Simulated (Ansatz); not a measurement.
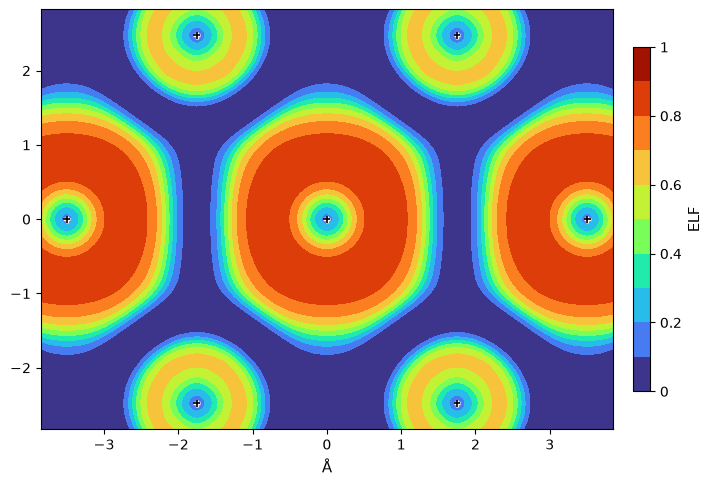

The ELF on a plane through atoms (crosses mark nuclei in the plane).

Level of theory: Ansatz, Kohn-Sham DFT of a periodic cell, HSE06, Ansatz PAW.

Candidates:
A. Si, a = 5.45 Å, b = 5.45 Å, c = 5.45 Å, α = 90.00°, β = 90.00°, γ = 90.00°. Space group Fd-3m; a structure from a database of computed crystals, not necessarily the ambient phase.
B. NaCl, a = 3.50 Å, b = 3.50 Å, c = 3.50 Å, α = 90.00°, β = 90.00°, γ = 90.00°. Space group Pm-3m; a structure from a database of computed crystals, not necessarily the ambient phase.

Which candidate gave the map?

Answer. Candidate B: NaCl on the (110) plane of the conventional cell, which holds Cl and Na. Na–Cl (3.03 Å): the ELF peaks at about 0.90 in the valence shell of Cl, 0.8 Å from its nucleus, and is about 0.35 at the midpoint (an ionic contact with no shared pair).
